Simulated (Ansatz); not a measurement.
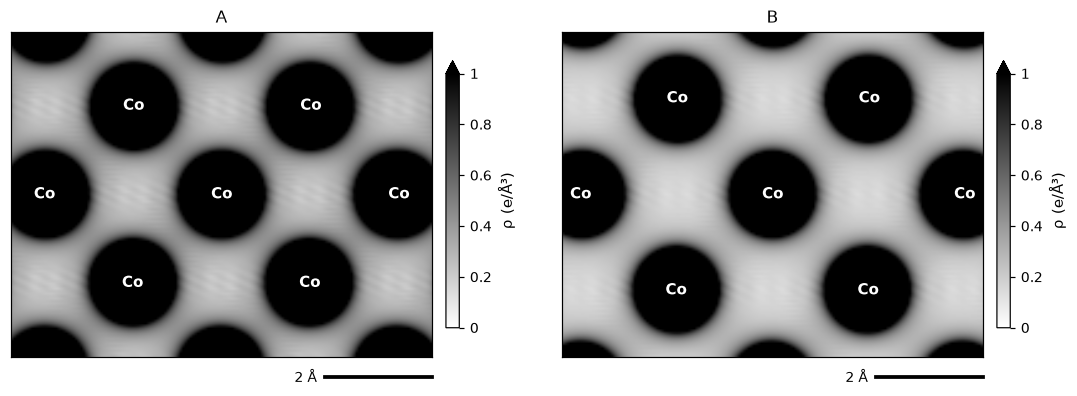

Co. The valence charge density (pseudo) of two cells that differ in size, on the (11̄0) plane of each (indices in the axes of the calculation cell), at one length scale and on one colour scale; one has 9.8 and the other 12.5 Å³ an atom.

The calculation used DFT, RPBE, plane waves (420 eV) with PAW, scalar-relativistic (Ansatz).

In a PAW calculation such maps are meaningful between the atoms, not at the nuclei.

The larger cell:

```xyz
2
Lattice="-2.9298 2.5496 1.2373 2.5496 -2.9298 1.2373 2.1407 2.1407 -1.9336" Properties=species:S:1:pos:R:3 pbc="T T T"
Co   -2.8674    2.4871    1.2373
Co   -0.5520    2.3125    0.2705
```

The smaller cell: a = 3.761 Å, b = 3.761 Å, c = 3.315 Å, α = 102.65°, β = 102.65°, γ = 143.81°.

Question: Which panel shows the smaller cell, and what does the compression change?

Answer: Panel A is the smaller cell, by 21 % in volume. From the larger cell to the smaller, Co–Co goes from 2.53 to 2.34 Å, and the density at its midpoint from 0.3 to 0.43 e/Å³; the pressure goes from −18 to 36 GPa.
